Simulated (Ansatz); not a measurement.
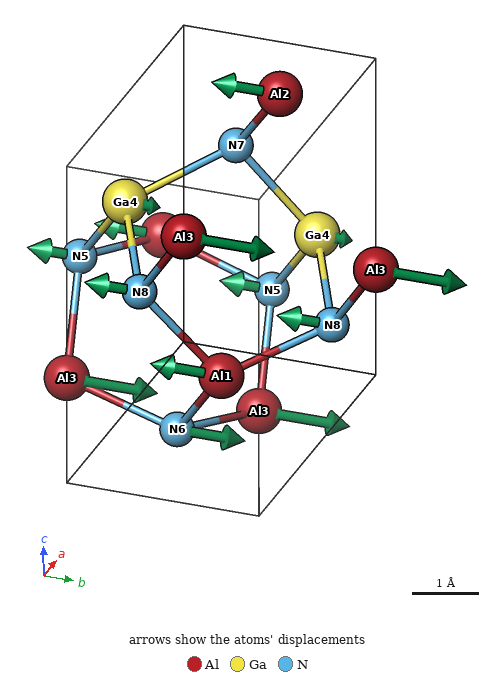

Lattice vibrations of a crystal of Al$_{3}$GaN$_{4}$, at the zone centre. The optical levels lie at 171, 197, 221, 244, 307, 350, 415, 487, 511, 577, 591, 600, 630, 639, 646, 652, 667 (×2), 703, 709, 725 cm⁻¹. One mode is drawn. The green arrows give the relative displacements of the atoms. Style: ball-and-stick. Shown: the cell of the calculation, from a free direction.

The calculation used Ansatz, DFT PBEsol, scalar-relativistic, plane waves, PAW. Settings: plane-wave cutoff 420 eV; k-point mesh 6 × 8 × 4; occupations fixed; no spin polarisation.

Frequencies are those without the non-analytic (LO–TO) term.

To which level does it belong?

The level at 307 cm⁻¹. This is the A″ mode, optical level 5 of 20, counted from below, infrared- and Raman-active by symmetry. All motion is along b; it mainly bends the Al–N, Ga–N bonds; the kinetic energy is shared as Al 72 %, N 22 %, Ga 6 %. Its infrared intensity is 0.096 (D/Å)²/amu.
